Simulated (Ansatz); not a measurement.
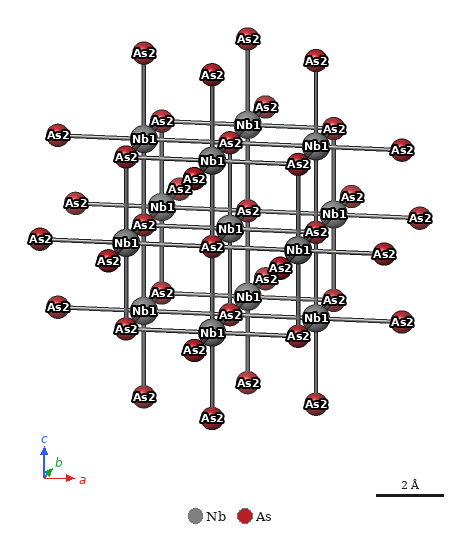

The starting point is crystalline NbAs (built on the rocksalt type). A ball-and-stick model of the conventional cell (4 times the calculation's cell), seen slightly off an axis. Lengths and directions refer to the drawn axes.

Level of theory: Ansatz, DFT PBE, scalar-relativistic, plane waves, PAW. (plane-wave cutoff 420 eV; k-point mesh 12 × 12 × 12; occupations gaussian; smearing width 0.05 eV; no spin polarisation)

Change: The cell is strained by +1.0 % along [1 0 −1], −1.0 % along [1 0 1], none along the third axis (volume 0.0 %), the atoms keeping their fractional coordinates. No relaxation follows.

Predict the response.

The space group (tolerance 0.01 Å) goes from Fm-3m (No. 225) to Immm (No. 71). The energy changes by less than 1 meV per atom. Pressure: −0.1 GPa before, −0.1 GPa after. The principal stresses (compression positive) are −0.4 GPa along [1 0 −1] and none across it. All forces vanish by symmetry. Both are metals.
